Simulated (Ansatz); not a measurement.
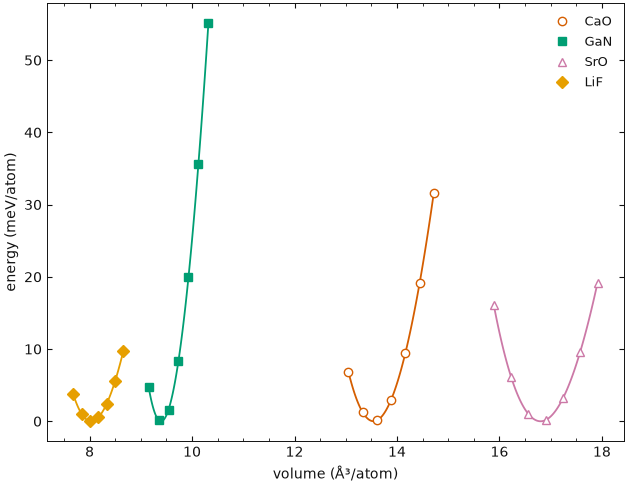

The plot gives the computed energy against volume, with one curve for each compound, for CaO, GaN, LiF and SrO (all in space group Fm-3m (No. 225)).

How it was computed, with Ansatz 0.2.0: all-electron LAPW DFT, no spin polarisation; energies at scaled volumes of the given cell, shape and fractions fixed, counted from the fit's minimum, third-order Birch-Murnaghan fit. Level: PBEsol.

| setting | value |
| --- | --- |
| occupations | Fermi–Dirac |
| smearing width | 0.05 eV |
| potentials | all electron LAPW, scalar relativistic |

Settings that differ: CaO: k mesh 10×10×10; GaN: k mesh 11×11×11; SrO: k mesh 9×9×9; LiF: k mesh 11×11×11.

### Order the curves by fitted equilibrium volume, smallest first.

LiF 8.031, GaN 9.394, CaO 13.543, SrO 16.802 Å³/atom.

### Order the curves by fitted bulk modulus, smallest first.

LiF 72.6, SrO 93.9, CaO 115.4, GaN 232.8 GPa.

The computed values:

CaO:
| volume (Å³/atom) | energy (meV/atom) |
| --- | --- |
| 13.05 | 6.84 |
| 13.33 | 1.24 |
| 13.61 | 0.11 |
| 13.89 | 2.98 |
| 14.16 | 9.44 |
| 14.44 | 19.11 |
| 14.72 | 31.65 |

GaN:
| volume (Å³/atom) | energy (meV/atom) |
| --- | --- |
| 9.15 | 4.81 |
| 9.35 | 0.19 |
| 9.54 | 1.60 |
| 9.73 | 8.38 |
| 9.93 | 19.91 |
| 10.12 | 35.67 |
| 10.32 | 55.11 |

SrO:
| volume (Å³/atom) | energy (meV/atom) |
| --- | --- |
| 15.89 | 16.16 |
| 16.23 | 6.18 |
| 16.56 | 1.02 |
| 16.90 | 0.17 |
| 17.24 | 3.19 |
| 17.58 | 9.65 |
| 17.92 | 19.21 |

LiF:
| volume (Å³/atom) | energy (meV/atom) |
| --- | --- |
| 7.6790 | 3.78 |
| 7.8424 | 1.04 |
| 8.0058 | 0.02 |
| 8.1692 | 0.53 |
| 8.3326 | 2.41 |
| 8.4959 | 5.52 |
| 8.6593 | 9.76 |
